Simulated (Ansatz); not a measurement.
TiCo

The calculation's input:

```
crystal:
  lattice:
    - [2.9385073288, 0.0, -0.2203880497]
    - [0.0, 2.9385073288, 0.0]
    - [-0.2203880497, 0.0, 2.9385073288]
  atoms:
    - { symbol: Ti, position: [0.0, 0.0, 0.0] }
    - { symbol: Co, position: [0.5, 0.5, 0.5], spin: 0.75 }
basis:
  ecutwfc: 420
kpoints:
  mp_grid: { grid: [20, 20, 20] }
hamiltonian:
  xc: pbesol
scf:
  occupations: { method: gaussian, width: 0.15 }
output:
  forces: true
  stress: true
  eigenvalues: true
  populations: true
  write_density: true
  write_potential: true
  elf: true
  volumetric_format: npy
magnetization:
  spin_polarized: true
```

Command:

```sh
ansatz run input.yaml --threads 1 --pin off --max-ram 2560MiB --backend cpu --events-out ev --progress --plain --runs-dir out
```

Below, planes, directions and counts refer to the conventional cell (a = 3.84 Å, b = 4.47 Å, c = 2.94 Å, α = 90.00°, β = 90.00°, γ = 90.00°).

Space group Cmmm; a structure from a database of computed crystals, not necessarily the ambient phase; changed on purpose from its base cell (strain -0.1500 x Voigt [0, 0, 0, 0, 1, 0], atoms carried along); computed pressure about 2 GPa in this cell; spin-polarised.

Level of theory: Ansatz 0.2.0, DFT PBEsol, scalar-relativistic, plane waves, PAW.

In a PAW calculation such maps are meaningful between the atoms, not at the nuclei.

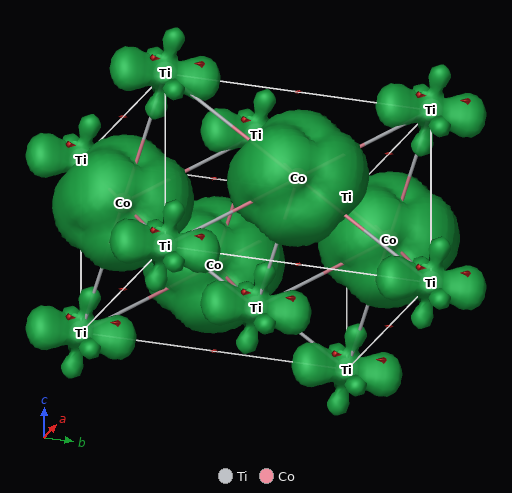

Figure 1. Isosurfaces of the spin density (up minus down) at +0.008 (green) and −0.008 e/Å³ (red), seen at an oblique angle. Sticks mark near contacts.

### Describe the spin distribution.

The spin density sits on Co: +0.5 μB (×2) in one cell of 4 atoms: parallel main moments, as they must be, since the calculation's own cell holds one magnetic site. The cell of the calculation (2 atoms) carries 0.5 μB of net spin moment.

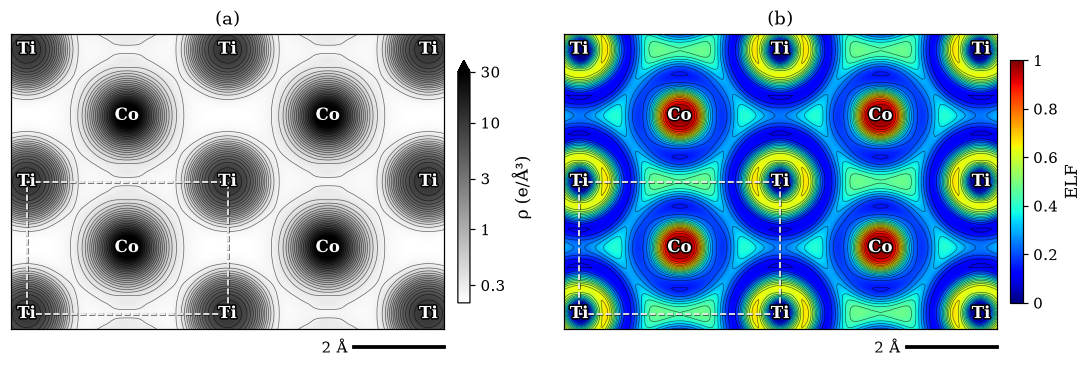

Figure 2. (a) valence pseudo-density; (b) electron localisation function on the (100) plane of the conventional cell.

### Describe what can be read from this map.

Atoms in the plane: Ti and Co.
Ti–Co (2.67 Å): ρ at the midpoint is about 0.26 e/Å³; the ELF is about 0.25 at the midpoint (no localised pair shows between them).
Between the atoms the lowest density in this plane is 0.21 e/Å³.
The features right at Ti and Co lie inside the PAW spheres, where the map follows smoothed inner orbitals and isn't to be read closely.

### Does the calculation give a band gap?

It is gapless in this calculation (a metal or semimetal).
